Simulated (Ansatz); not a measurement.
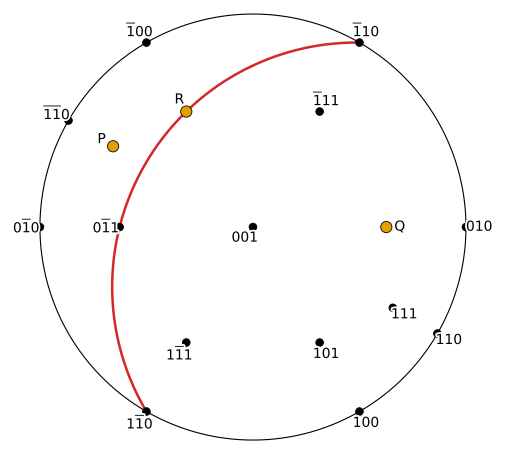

Stereographic projection of plane normals (upper hemisphere) centred on (0 0 1). Crystal: W, coordinates from a relaxation with DFT PBE, scalar-relativistic, plane waves, PAW (Ansatz 0.2.0); the starting structure was generated, so it need not be a known form of this composition. All values are computed from the atomic coordinates in the standard setting (tolerance 0.002 Å).

a = 2.776 Å, b = 2.776 Å, c = 4.951 Å, α = 90.00°, β = 90.00°, γ = 120.00°.

Question: Index the poles marked P, Q, R.

Answer: P is (−1 −1 1), in four indices (−1 −1 2 1), 74.3° from the centre; Q is (0 1 1), in four indices (0 1 −1 1), 64.1° from the centre; R is (−1 0 1), in four indices (−1 0 1 1), 64.1° from the centre.

Question: Which zone does the coloured great circle trace?

Answer: The zone [1 1 1]: its poles satisfy h + k + l = 0.

Question: What is the angle between the normals of (0 −1 0) and (0 1 0), and what are their d_hkl = 1/|g|?

Answer: 180.0°; d = 2.404 Å and 2.404 Å.
